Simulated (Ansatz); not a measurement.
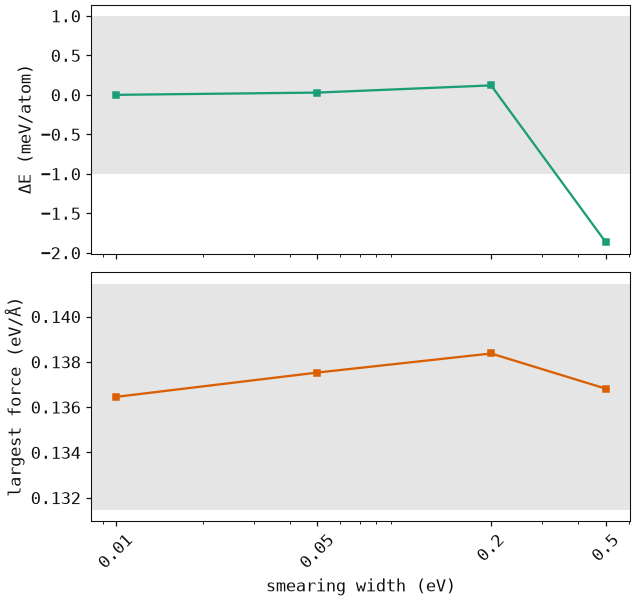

Convergence test: the smearing width is varied and all else is held.
System: Ta$_{2}$N (P-31m, 9 atoms in the cell).
Method: DFT PBEsol, scalar-relativistic, plane waves, PAW (Ansatz 0.2.0); cutoff 420 eV, 12×12×8 k-mesh, cold smearing.
ΔE is the free energy less its value at the smallest setting, 0.01 eV.
Dashed lines or grey bands mark the tolerance: 1 meV/atom and 0.005 eV/Å.
The atoms sit off their equilibrium sites.

> What is enough for the free energy to 1 meV/atom?

The free energy is within 1 meV/atom of the smallest setting's value from 0.2 eV down. It is off by −1.9 meV/atom at 0.5 eV.

> And the largest force, to 0.005 eV/Å?

The largest force is within 0.005 eV/Å of the smallest setting's value at every setting shown, 0.5 eV included. The largest deviation is 0.002 eV/Å.
